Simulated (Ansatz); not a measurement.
Geometry relaxation of ZnO (part 2 of 2)

The same run, continued: ZnO (P6₃mc, 4 atoms in the cell); DFT r2SCAN, scalar-relativistic, plane waves, PAW, no spin polarisation (Ansatz 0.2.0); cutoff 500 eV, 6×6×4 k-mesh, Gaussian smearing of 0.1 eV. The structure was made by swapping elements on the sites of another compound; it need not be a known phase. It belongs to a series of runs on one base structure; here: S -> O on all its sites, cell and atoms relaxed.

Geometry of the input (Å; fractional positions):
```
3.3714  0.0000  0.0000
-1.6857  2.9197  0.0000
0.0000  0.0000  5.5309
Zn 0.3333  0.6667  0.0003
Zn 0.6667  0.3333  0.5003
O  0.3333  0.6667  0.3747
O  0.6667  0.3333  0.8747
```

**Output, continued**
```
relax step   5: F+E_penalty+E_count = -7789.85550961 eV  Δ(F+E_penalty+E_count) = -3.244e-4 eV  max|allowed force component| = 3.559e-4 eV/Å  Δτ_max = 0.0021 Å  P = -0.015 GPa  Ω = 47.240 Å³  energy of the carried Pulay correction = +4.079e-3 eV  (4 SCF iters, dr2 threshold 4.00e-7 eV, accepted)
Basis set: ecut = 500 eV, 1165 PW (Γ), exchange–correlation on 96×96×160 points (64 copies of the dense FFT grid, shifted against one another)
Initial wavefunctions: pseudopotential atomic-orbital guess (no wavefunctions were taken with the density)
iter 1 solved again at ethr=1.95e-7 eV; its pass at ethr=3.10e-3 eV (dr2=7.03e-5 eV) is discarded
SCF iter   1: F=—  HF=-7789.851417 eV  |F-HF|=—  |Δ(HF+E_count)|=         —  Δρ=4.42e-4  dr2=1.13e-5  dr2_τ=3.50e-5  ethr=1.95e-7  ⟨swp⟩=3.0  Hψ=3315  notcnv=0
preconditioner: auto → Resta (q_TF=auto, 2.607 Å⁻¹)  ε∞=6.8  [insulator: Δε(μ)=1.237 eV  Ē_g=13.501 eV  σ=0.100 eV  W_gap=1.00  n_scr=22 (ndim 8)  ℏωp=32.4 eV  f_vac=0.035  D(μ)=0.00/eV (n_scr^D=0)  ε∞_Penn≈6.8]
SCF iter   2: F=—  HF=-7789.851435 eV  |F-HF|=—  |Δ(HF+E_count)|=   1.73e-5  Δρ=2.61e-4  dr2=6.50e-6  dr2_τ=2.81e-6  ethr=3.15e-8  ⟨swp⟩=2.4  Hψ=849  notcnv=0
SCF iter   3: F=—  HF=-7789.851439 eV  |F-HF|=—  |Δ(HF+E_count)|=   4.08e-6  Δρ=5.23e-5  dr2=2.82e-7  dr2_τ=1.13e-7  ethr=1.81e-8  ⟨swp⟩=2.0  Hψ=798  notcnv=0
SCF iter   4: F=—  HF=-7789.851439 eV  |F-HF|=—  |Δ(HF+E_count)|=   4.78e-7  Δρ=8.34e-6  dr2=2.86e-8  dr2_τ=4.42e-9  ethr=7.84e-10  ⟨swp⟩=2.0  Hψ=840  notcnv=0
SCF iter   5: F=—  HF=-7789.851439 eV  |F-HF|=—  |Δ(HF+E_count)|=   3.02e-8  Δρ=4.29e-6  dr2=3.43e-9  dr2_τ=7.51e-10  ethr=1.11e-11  ⟨swp⟩=4.9  Hψ=1868  notcnv=0
SCF iter   6: F=-7789.851439 eV  HF=-7789.851439 eV  |F-HF|=4.02e-10  |Δ(HF+E_count)|=   1.27e-8  Δρ=2.15e-6  dr2=4.97e-10  dr2_τ=1.96e-10  ethr=9.52e-12  ⟨swp⟩=4.4  Hψ=1733  notcnv=0
SCF 6 converged in 6 iterations: F = -7789.851439 eV  dr2 = 4.97e-10
relax step   6: F+E_penalty+E_count = -7789.85143920 eV  Δ(F+E_penalty+E_count) = +4.070e-3 eV  max|allowed force component| = 1.808e-4 eV/Å  Δτ_max = 0.0000 Å  P = -0.013 GPa  Ω = 47.240 Å³  stress off target by 1.93e-2 GPa  SCF on the basis re-selected at this cell (its energy is not comparable with the rows above)  (6 SCF iters)
```

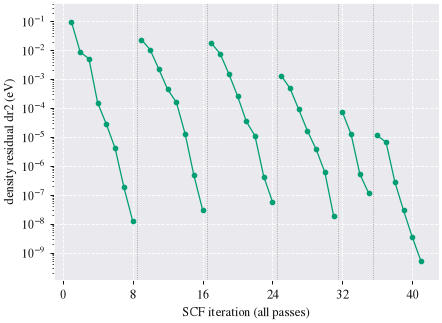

Figure 1. Convergence of the self-consistent field: density residual dr2 against the SCF iteration. The dotted lines part the SCF passes of the relaxation: geometry steps, rejected trials and re-solves on a re-selected basis. The 6 passes take 4 to 8 iterations each, 41 in all.

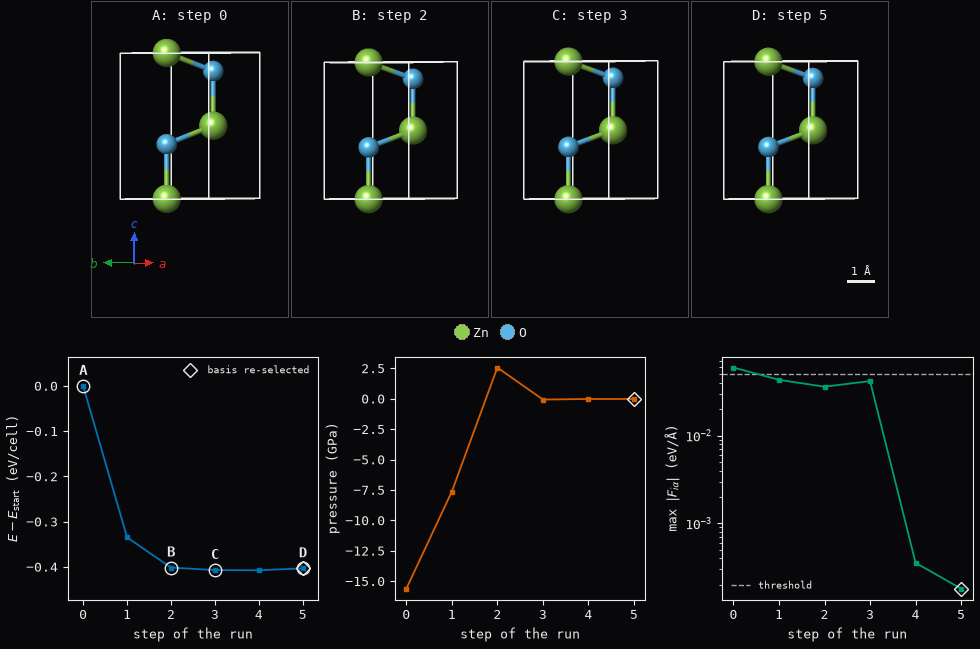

Figure 2. Frames of the relaxation (ball-and-stick view of the cell of the calculation, seen at an oblique angle) above the curves, on which the letters mark them (the first geometry is step 0 here and step 1 in the log).

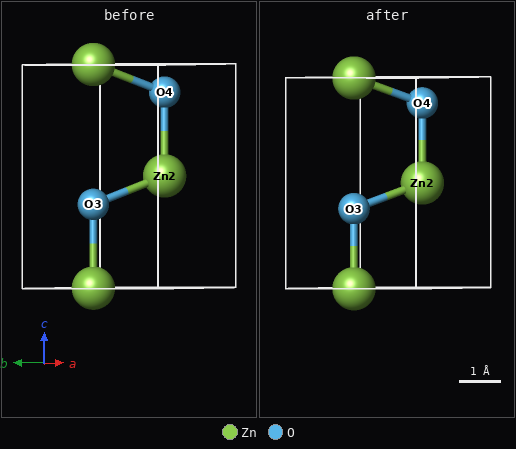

Figure 3. Before (left) and after (right) the relaxation, at one scale (ball-and-stick view of the cell of the calculation, seen at an oblique angle). The energy falls by 0.407 eV per cell of the calculation in 4 geometry steps. The largest force component goes from 0.06 to 0.00018 eV/Å. Pressure: −15.61 GPa at the start and −0.01 GPa at the end. The largest moves relative to the cell, 0.014 Å, are those of Zn1, Zn2, O3 and O4. By element the largest moves are O 0.014 Å, Zn 0.014 Å. The volume changes by −13.2 %, with a = b 3.371 → 3.235 Å (−4.0 %), c 5.531 → 5.211 Å (−5.8 %). Distances before and after: Zn1–O4 2.067 → 1.970 Å, Zn1–O3 2.070 → 1.978 Å. The space group stays P6_3mc (No. 186). A last SCF at the same geometry on a re-selected plane-wave basis shifts the energy by +4.1 meV per cell of the calculation. (Atoms are counted from 1 in the order of the input.)

```
basis re-selected at this cell: Δ(F+E_penalty+E_count) = +4.070e-3 eV, ΔP = +0.003 GPa vs the last step (what re-selecting the basis moved, of the pressure what is left beyond the Pulay correction that the steps carried, after the strain that the cell walked since its last selection, with what the two solves' SCF thresholds leave and, on support functions, any second-order correction that the steps lacked; it is no measure of the basis error at this ecutwfc). The dense FFT grid was sized anew with the basis: this SCF ran on 24×24×40 points, the steps before it on 25×25×45, so part of this shift can come from that change (see relax.cell in the input reference). This SCF's stress stands 1.93e-2 GPa from its target on what of the cell is left free (relax.cell.stress_tol is 5.00e-1 GPa) and its largest allowed force component is 1.81e-4 eV/Å (relax.f_tol is 5.00e-2 eV/Å): within both
SCF converged after 6 iterations
Free energy (F): -7789.851439 eV
Harris-Foulkes:  -7789.851439 eV  (|F-HF|=4.02e-10)
Internal energy: -7789.851439 eV  (E = F + TS)
E sigma→0 (E₀):  -7789.851439 eV
Fermi energy:    7.590706 eV
--- Per-component energies (eV) ---
  E_band       = 49.668787
  E_kinetic    = 612.820793
  E_local      = -4006.072731  (includes V_loc(G=0)·N_el)
  E_nonlocal   = 1342.621585
  E_hartree    = 1653.263039
  E_xc         = -392.757617
  E_vxc        = -315.757730  (∫ρ·V_xc dr)
  E_paw        = -4029.091903  (= ΣΔE_a)
  E_vpaw       = -909.616721  (= ΣTr[D̂ρ^β])
  E_aug_tail   = 0.001863  (compensation charges beyond the density's cutoff)
  E_vtau       = 19.146531  (kinetic-family band-sum trace: ∫τ·v_τ [+ j·A + Jᵃ·Aᵃ] dr)
  E_ewald      = -2970.207350
  E_core_change = -0.429119  (= ΣΔE_core)
  E_smearing   = -0.000000  (= −TS)
  E_closure    = -0.000000  (closes the sum)
  Σ components = -7789.851439   (vs F -7789.851439, Δ=0.00e0)
--- Forces (eV/Å), atoms counted from 1 ---
  atom   1  Zn     0.00000000    -0.00000000    -0.00021933
  atom   2  Zn    -0.00000000     0.00000000    -0.00021933
  atom   3  O     -0.00000000     0.00000000     0.00014229
  atom   4  O      0.00000000    -0.00000000     0.00014229
  max |Σ_I F_I| component: 1.54e-4 eV/Å
--- Stress (GPa, compression-positive) ---
       -0.009345       0.000000       0.000000
        0.000000      -0.009345       0.000000
        0.000000       0.000000      -0.019280
  P = ⅓ Tr σ = -0.0127 GPa (-0.127 kbar)
--- Band table (eV; the first three rows and the last of 21) ---
  k-point 0: bands = ["-12.1569", "-11.4576", "1.1140", "1.1140", "1.1696", "1.2388", "1.3209", "1.3209", "2.3809", "2.3809", "2.5888", "2.5888", "2.8636", "6.1542", "6.1542", "6.8737", "6.9695", "6.9695", "8.2063", "12.8565", "15.8007", "20.7369"]
  k-point 1: bands = ["-12.0589", "-11.5646", "1.0299", "1.0696", "1.1323", "1.1323", "1.2774", "1.2774", "2.4213", "2.4213", "2.5696", "2.5696", "3.5073", "5.9763", "6.2761", "6.2761", "6.8530", "6.8530", "9.2972", "12.2721", "16.3333", "20.1097"]
  k-point 2: bands = ["-11.8163", "-11.8163", "0.9329", "0.9329", "1.1925", "1.1925", "1.1925", "1.1925", "2.5058", "2.5058", "2.5058", "2.5058", "4.7196", "4.7196", "6.5672", "6.5672", "6.5672", "6.5672", "10.9077", "10.9077", "17.8120", "17.8120"]
  k-point 20: bands = ["-11.3237", "-11.3237", "1.1381", "1.1381", "1.3441", "1.3441", "1.9233", "1.9233", "2.3870", "2.3870", "2.9040", "2.9040", "3.2179", "3.2179", "4.2278", "4.2278", "5.6798", "5.6798", "15.4965", "15.4965", "15.7002", "15.7002"]
--- Relaxed structure (5 steps of the walk, 5 accepted, 1 SCFs on fresh bases) ---
  F+E_penalty+E_count = -7789.85143920 eV   max|allowed force component| = 1.808e-4 eV/Å   (the final SCF, on the basis selected at the relaxed cell)
  cell:  # Å, volume = 47.2405 Å³
    - [3.2352912514327046, -2.770238790487532e-11, 1.370534598400092e-33]
    - [-1.6176456256923613, 2.801844412396121, -2.663463597461624e-33]
    - [2.2484372885544473e-33, -3.7473954809240784e-33, 5.211426695786702]
  atoms:
    - { symbol: Zn, position: [0.3333333333333333, 0.6666666666666666, -0.0023128493022025578] }
    - { symbol: Zn, position: [0.6666666666666667, 0.33333333333333326, 0.4976871506977975] }
    - { symbol: O, position: [0.3333333333333333, 0.6666666666666666, 0.3773128493022026] }
    - { symbol: O, position: [0.6666666666666667, 0.33333333333333326, 0.8773128493022029] }
```

**Trajectory as extended XYZ (Å, eV, eV/Å), 6 frames, from step=1 to step=6**
```
4
Lattice="3.3714 0.0000 0.0000 -1.6857 2.9197 0.0000 0.0000 0.0000 5.5309" Properties=species:S:1:pos:R:3:forces:R:3 step=1 energy=-7789.44817 pressure_GPa=-15.61
Zn    0.0000    1.9465    0.0019    0.0000   0.0000  -0.0595
Zn    1.6857    0.9732    2.7674    0.0000   0.0000  -0.0595
O     0.0000    1.9465    2.0722    0.0000   0.0000   0.0595
O     1.6857    0.9732    4.8376    0.0000   0.0000   0.0595
4
Lattice="3.2916 0.0000 0.0000 -1.6458 2.8506 0.0000 0.0000 0.0000 5.3329" Properties=species:S:1:pos:R:3:forces:R:3 step=2 energy=-7789.78289 pressure_GPa=-7.62
Zn    0.0000    1.9004   -0.0050    0.0000   0.0000  -0.0431
Zn    1.6458    0.9502    2.6614    0.0000   0.0000  -0.0431
O     0.0000    1.9004    2.0049    0.0000   0.0000   0.0432
O     1.6458    0.9502    4.6713    0.0000   0.0000   0.0432
4
Lattice="3.2177 0.0000 0.0000 -1.6088 2.7866 0.0000 0.0000 0.0000 5.1819" Properties=species:S:1:pos:R:3:forces:R:3 step=3 energy=-7789.84970 pressure_GPa=2.57
Zn    0.0000    1.8577   -0.0096    0.0000   0.0000  -0.0360
Zn    1.6088    0.9289    2.5813    0.0000   0.0000  -0.0360
O     0.0000    1.8577    1.9529    0.0000   0.0000   0.0361
O     1.6088    0.9289    4.5438    0.0000   0.0000   0.0361
4
Lattice="3.2337 0.0000 0.0000 -1.6168 2.8005 0.0000 0.0000 0.0000 5.2184" Properties=species:S:1:pos:R:3:forces:R:3 step=4 energy=-7789.85519 pressure_GPa=-0.06
Zn    0.0000    1.8670   -0.0140    0.0000   0.0000   0.0418
Zn    1.6168    0.9335    2.5952    0.0000   0.0000   0.0418
O     0.0000    1.8670    1.9710    0.0000   0.0000  -0.0418
O     1.6168    0.9335    4.5802    0.0000   0.0000  -0.0418
4
Lattice="3.2353 0.0000 0.0000 -1.6176 2.8018 0.0000 0.0000 0.0000 5.2114" Properties=species:S:1:pos:R:3:forces:R:3 step=5 energy=-7789.85551 pressure_GPa=-0.02
Zn    0.0000    1.8679   -0.0121    0.0000   0.0000  -0.0003
Zn    1.6176    0.9339    2.5937    0.0000   0.0000  -0.0003
O     0.0000    1.8679    1.9663    0.0000   0.0000   0.0004
O     1.6176    0.9339    4.5721    0.0000   0.0000   0.0004
4
Lattice="3.2353 0.0000 0.0000 -1.6176 2.8018 0.0000 0.0000 0.0000 5.2114" Properties=species:S:1:pos:R:3:forces:R:3 step=6 energy=-7789.85144 pressure_GPa=-0.01
Zn    0.0000    1.8679   -0.0121    0.0000   0.0000  -0.0002
Zn    1.6176    0.9339    2.5937    0.0000   0.0000  -0.0002
O     0.0000    1.8679    1.9663    0.0000   0.0000   0.0001
O     1.6176    0.9339    4.5721    0.0000   0.0000   0.0001
```
